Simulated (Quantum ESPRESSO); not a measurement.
## Relaxation of cell and atoms, with input and output: Si (part 2 of 2)

The same run, continued: Si (P-1, 1 atom in the cell); Kohn-Sham DFT of a periodic cell, revPBE with rVV10, SPMS 1.0 PBE, no spin polarisation (Quantum ESPRESSO 7.5); cutoff 544.23 eV, 10×10×9 k-mesh, methfessel-paxton of 0.05 eV. The structure derives from a Materials Project entry.

Geometry of the input (Å; fractional positions):
```
2.6623  -0.0362  -0.0068
-1.3625  2.2318  0.0419
-0.0064  0.0418  2.4878
Si 0.0000  0.0000  0.0000
```

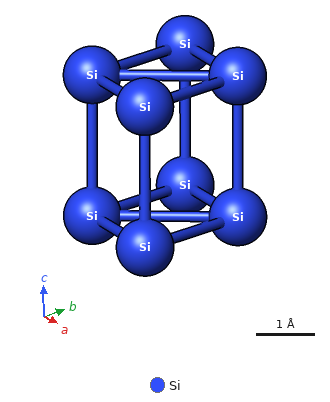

*The structure (ball-and-stick view of the cell of the calculation, seen slightly off an axis). An atom can appear more than once, as a periodic image.*

Log, continued
```
     bravais-lattice index     =            0
     lattice parameter (alat)  =       5.0314  a.u.
     unit-cell volume          =     102.7681 (a.u.)^3
     number of atoms/cell      =            1
     number of atomic types    =            1
     number of electrons       =         4.00
     number of Kohn-Sham states=            7
     kinetic-energy cutoff     =      40.0000  Ry
     charge density cutoff     =     160.0000  Ry
     scf convergence threshold =      2.0E-12
     mixing beta               =       0.5000
     number of iterations used =            8  plain     mixing
     press convergence thresh. =      3.0E-01
     Exchange-correlation= SLA+PW+REVX+PBC+VV10
                           (   1   4   4   4  26   0   0)

     celldm(1)=   5.031407  celldm(2)=   0.000000  celldm(3)=   0.000000
     celldm(4)=   0.000000  celldm(5)=   0.000000  celldm(6)=   0.000000

     crystal axes: (cart. coord. in units of alat)
               a(1) = (   1.006663  -0.004172   0.000007 )
               a(2) = (  -0.506724   0.877809  -0.000342 )
               a(3) = (   0.000024   0.000414   0.915265 )

     reciprocal axes: (cart. coord. in units 2 pi/alat)
               b(1) = (  0.995764  0.574815 -0.000286 )
               b(2) = (  0.004733  1.141932 -0.000517 )
               b(3) = ( -0.000006  0.000422  1.092580 )

     PseudoPot. # 1 for Si read from file:
     14_Si_4_1.9_1.9_pbe_n_v1.0.upf
     Pseudo is Norm-conserving + core correction, Zval =  4.0
     Generated using ONCVPSP code by D. R. Hamann
     Using radial grid of 1524 points,  6 beta functions with:
                l(1) =   0
                l(2) =   0
                l(3) =   1
                l(4) =   1
                l(5) =   2
                l(6) =   2

     atomic species   valence    mass     pseudopotential
     Si                4.00    28.08500     Si( 1.00)

      2 Sym. Ops., with inversion, found

   Cartesian axes

     site n.     atom                  positions (alat units)
         1        Si     tau(   1) = (   0.0000000   0.0000000   0.0000000  )

     number of k points=   452  Methfessel-Paxton smearing, width (Ry)=  0.0037

     Number of k-points >= 100: set verbosity='high' to print them.

     Dense  grid:     3517 G-vectors     FFT dimensions: (  24,  24,  20)

     Initial potential from superposition of free atoms

     starting charge       3.9994, renormalised to       4.0000
     Starting wfcs are    4 randomized atomic wfcs +    3 random wfcs

     Self-consistent Calculation

     iteration #  1     ecut=    40.00 Ry     beta= 0.50
     Davidson diagonalization with overlap
     c_bands:  2 eigenvalues not converged
     c_bands:  4 eigenvalues not converged
     c_bands:  2 eigenvalues not converged
     c_bands:  1 eigenvalues not converged
     c_bands:  3 eigenvalues not converged
     c_bands:  2 eigenvalues not converged
     c_bands:  1 eigenvalues not converged
     c_bands:  1 eigenvalues not converged
     c_bands:  1 eigenvalues not converged
     c_bands:  1 eigenvalues not converged
     c_bands:  2 eigenvalues not converged
     c_bands:  1 eigenvalues not converged
     c_bands:  2 eigenvalues not converged
     c_bands:  1 eigenvalues not converged
     c_bands:  3 eigenvalues not converged
     c_bands:  1 eigenvalues not converged
     c_bands:  1 eigenvalues not converged
     c_bands:  2 eigenvalues not converged
     c_bands:  1 eigenvalues not converged
     c_bands:  1 eigenvalues not converged
     c_bands:  1 eigenvalues not converged
     c_bands:  1 eigenvalues not converged
     c_bands:  1 eigenvalues not converged
     c_bands:  1 eigenvalues not converged
     c_bands:  1 eigenvalues not converged
     c_bands:  1 eigenvalues not converged
     c_bands:  1 eigenvalues not converged
     c_bands:  1 eigenvalues not converged
     c_bands:  1 eigenvalues not converged
     c_bands:  1 eigenvalues not converged
     c_bands:  1 eigenvalues not converged
     c_bands:  2 eigenvalues not converged
     c_bands:  1 eigenvalues not converged
     c_bands:  2 eigenvalues not converged
     c_bands:  1 eigenvalues not converged
     c_bands:  1 eigenvalues not converged
     c_bands:  1 eigenvalues not converged
     c_bands:  1 eigenvalues not converged
     c_bands:  1 eigenvalues not converged
     c_bands:  1 eigenvalues not converged
     c_bands:  1 eigenvalues not converged
     c_bands:  1 eigenvalues not converged
     c_bands:  1 eigenvalues not converged
     c_bands:  1 eigenvalues not converged
     c_bands:  1 eigenvalues not converged
     c_bands:  1 eigenvalues not converged
     c_bands:  1 eigenvalues not converged
     c_bands:  1 eigenvalues not converged
     c_bands:  1 eigenvalues not converged
     c_bands:  1 eigenvalues not converged
     c_bands:  1 eigenvalues not converged
     c_bands:  1 eigenvalues not converged
     c_bands:  1 eigenvalues not converged
     c_bands:  1 eigenvalues not converged
     c_bands:  1 eigenvalues not converged
     c_bands:  1 eigenvalues not converged
     c_bands:  1 eigenvalues not converged
     c_bands:  1 eigenvalues not converged
     c_bands:  1 eigenvalues not converged
     c_bands:  1 eigenvalues not converged
     c_bands:  1 eigenvalues not converged
     c_bands:  1 eigenvalues not converged
     c_bands:  1 eigenvalues not converged
     c_bands:  1 eigenvalues not converged
     c_bands:  1 eigenvalues not converged
     c_bands:  3 eigenvalues not converged
     c_bands:  1 eigenvalues not converged
     c_bands:  1 eigenvalues not converged
     c_bands:  1 eigenvalues not converged
     c_bands:  3 eigenvalues not converged
     c_bands:  1 eigenvalues not converged
     c_bands:  3 eigenvalues not converged
     c_bands:  1 eigenvalues not converged
     c_bands:  1 eigenvalues not converged
     c_bands:  1 eigenvalues not converged
     c_bands:  1 eigenvalues not converged
     c_bands:  3 eigenvalues not converged
     c_bands:  1 eigenvalues not converged
     c_bands:  1 eigenvalues not converged
     c_bands:  1 eigenvalues not converged
     c_bands:  1 eigenvalues not converged
     c_bands:  1 eigenvalues not converged
     c_bands:  1 eigenvalues not converged
     c_bands:  1 eigenvalues not converged
     c_bands:  1 eigenvalues not converged
     c_bands:  1 eigenvalues not converged
     c_bands:  1 eigenvalues not converged
     c_bands:  1 eigenvalues not converged
     c_bands:  1 eigenvalues not converged
     c_bands:  1 eigenvalues not converged
     c_bands:  1 eigenvalues not converged
     c_bands:  1 eigenvalues not converged
     c_bands:  2 eigenvalues not converged
     c_bands:  1 eigenvalues not converged
     c_bands:  1 eigenvalues not converged
     c_bands:  1 eigenvalues not converged
     c_bands:  3 eigenvalues not converged
     c_bands:  1 eigenvalues not converged
     c_bands:  1 eigenvalues not converged
     c_bands:  1 eigenvalues not converged
     c_bands:  1 eigenvalues not converged
     c_bands:  1 eigenvalues not converged
     c_bands:  1 eigenvalues not converged
     c_bands:  1 eigenvalues not converged
     c_bands:  1 eigenvalues not converged
     c_bands:  1 eigenvalues not converged
     c_bands:  1 eigenvalues not converged
     c_bands:  1 eigenvalues not converged
     c_bands:  1 eigenvalues not converged
     c_bands:  1 eigenvalues not converged
     c_bands:  1 eigenvalues not converged
     ethr =  1.00E-06,  avg # of iterations = 16.8

     total energy              =      -8.41220099 Ry
     estimated scf accuracy    <       0.00538663 Ry

     iteration #  2     ecut=    40.00 Ry     beta= 0.50
     Davidson diagonalization with overlap
     ethr =  1.35E-04,  avg # of iterations =  1.0

     total energy              =      -8.41212606 Ry
     estimated scf accuracy    <       0.00115439 Ry

     iteration #  3     ecut=    40.00 Ry     beta= 0.50
     Davidson diagonalization with overlap
     ethr =  2.89E-05,  avg # of iterations =  1.0

     total energy              =      -8.41216317 Ry
     estimated scf accuracy    <       0.00001734 Ry

     iteration #  4     ecut=    40.00 Ry     beta= 0.50
     Davidson diagonalization with overlap
     ethr =  4.33E-07,  avg # of iterations =  1.6

     total energy              =      -8.41216544 Ry
     estimated scf accuracy    <       0.00000035 Ry

     iteration #  5     ecut=    40.00 Ry     beta= 0.50
     Davidson diagonalization with overlap
     ethr =  8.84E-09,  avg # of iterations =  2.8

     total energy              =      -8.41216561 Ry
     estimated scf accuracy    <       0.00000020 Ry

     iteration #  6     ecut=    40.00 Ry     beta= 0.50
     Davidson diagonalization with overlap
     ethr =  5.03E-09,  avg # of iterations =  1.0

     total energy              =      -8.41216563 Ry
     estimated scf accuracy    <          6.9E-09 Ry

     iteration #  7     ecut=    40.00 Ry     beta= 0.50
     Davidson diagonalization with overlap
     ethr =  1.73E-10,  avg # of iterations =  1.6

     total energy              =      -8.41216563 Ry
     estimated scf accuracy    <          2.3E-10 Ry

     iteration #  8     ecut=    40.00 Ry     beta= 0.50
     Davidson diagonalization with overlap
     ethr =  5.68E-12,  avg # of iterations =  2.2

     total energy              =      -8.41216563 Ry
     estimated scf accuracy    <          4.3E-12 Ry

     iteration #  9     ecut=    40.00 Ry     beta= 0.50
     Davidson diagonalization with overlap
     ethr =  1.09E-13,  avg # of iterations =  2.9

     End of self-consistent calculation

     Number of k-points >= 100: set verbosity='high' to print the bands.

     the Fermi energy is     9.7377 ev

!    total energy              =      -8.41216563 Ry
     estimated scf accuracy    <          8.6E-13 Ry
     smearing contrib. (-TS)   =      -0.00000372 Ry
     internal energy E=F+TS    =      -8.41216191 Ry

     The total energy is F=E-TS. E is the sum of the following terms:
     one-electron contribution =       4.36344484 Ry
     hartree contribution      =       0.08239747 Ry
     xc contribution           =      -3.08800327 Ry
     ewald contribution        =      -9.77000094 Ry

     convergence has been achieved in   9 iterations

     Forces acting on atoms (cartesian axes, Ry/au):

     atom    1 type  1   force =     0.00000000    0.00000000    0.00000000

     Total force =     0.000000     Total SCF correction =     0.000000

     Computing stress (Cartesian axis) and pressure

          total   stress  (Ry/bohr**3)                   (kbar)     P=        0.11
   0.00000075   0.00000030  -0.00000043            0.11        0.04       -0.06
   0.00000030   0.00000180  -0.00000030            0.04        0.27       -0.04
  -0.00000043  -0.00000030  -0.00000035           -0.06       -0.04       -0.05

=------------------------------------------------------------------------------=
   JOB DONE.
=------------------------------------------------------------------------------=
```

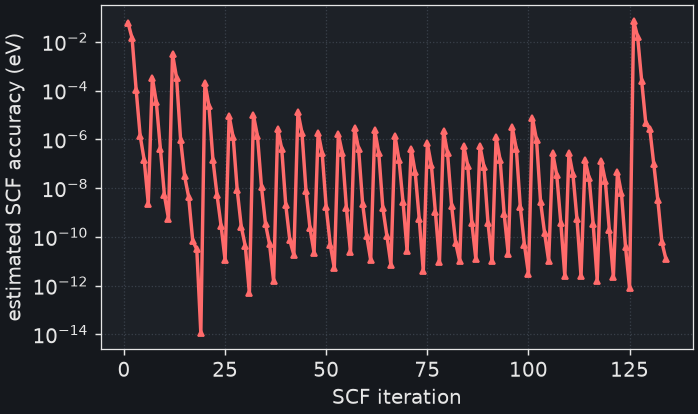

*Convergence of the self-consistent field: estimated SCF accuracy against the iteration.*

The field takes 134 iterations in all.

Results in brief

- outcome: converged
- space group (tolerance 0.01 Å): P-1 (2) → Cmmm (65)
- electrons treated: 4
- free energy: −114.4533 eV
- Fermi energy: 9.738 eV
- gap on the k-point mesh: none (metallic)
- pressure: 0.01 GPa
- final volume: 15.23 Å³
- largest force (length of the vector) at the end: under 0.001 eV/Å
- final cell: a = 2.680 Å, b = 2.699 Å, c = 2.437 Å, α = 90.00°, β = 90.00°, γ = 120.23°
- wall time: 3 min
- peak memory: 0.06 GiB

Remarks

Further notes kept with the run: potentials made for another functional; rVV10 parameter b fitted to another functional. Points of doubt noted for this run: potentials made for another functional; rvv10 parameter b fitted to another functional.
